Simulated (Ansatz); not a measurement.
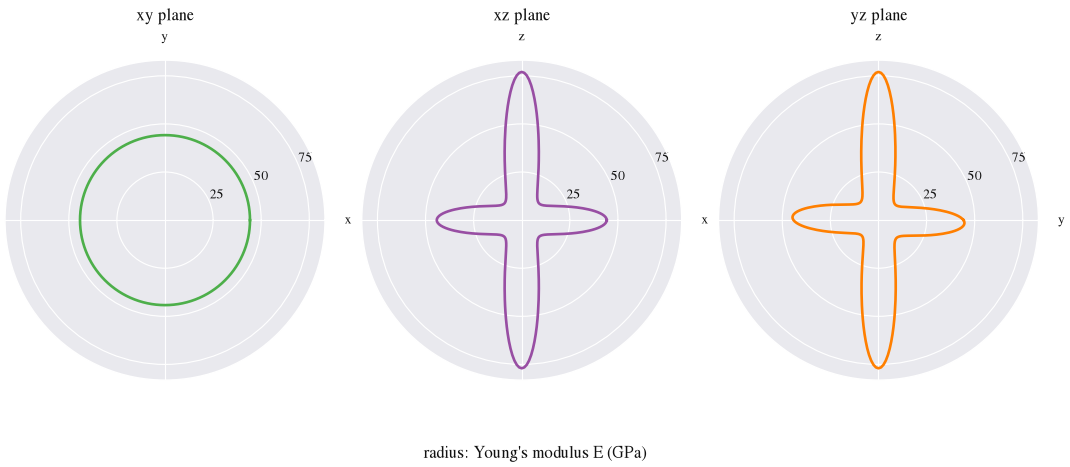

The figure shows the Young's modulus as a function of direction in the xy, xz and yz planes for Li₂H, space group P-3m1 (No. 164) (cell built by us, not taken from a database).

The given structure:
```xyz
3
Lattice="2.8406 0.0000 0.0000 -1.4203 2.4601 0.0000 0.0000 0.0000 4.9849" Properties=species:S:1:pos:R:3 pbc="T T T"
Li    0.0000    1.6400    1.3211
Li    1.4203    0.8200    3.6638
H     0.0000    0.0000    2.4924
```

How it was computed, with Ansatz 0.2.0: elastic stress-strain coefficients at zero temperature from small strains of the given cell, Voigt order xx yy zz yz xz xy, Cartesian axes of the cell vectors; plane waves with PAW datasets, Γ-centred k mesh. Level: PBE, no spin polarisation.

wave cutoff 420 eV; k mesh 18×18×10; occupations Fermi–Dirac; smearing width 0.15 eV; ions relaxed; strain amplitude 0.005.

How anisotropic is Young's modulus?

Over all directions E runs from 11.9 to 77.0 GPa, a ratio of 6.5, a strong anisotropy; the crystal is close to a mechanical instability, so the softest values aren't well resolved.

What is E along the Cartesian axes and along their diagonal?

E is 44.2 GPa along x, 44.2 GPa along y and 77.0 GPa along z, and 14.1 GPa along the body diagonal x + y + z.

Note: metal sensitive to the k mesh.
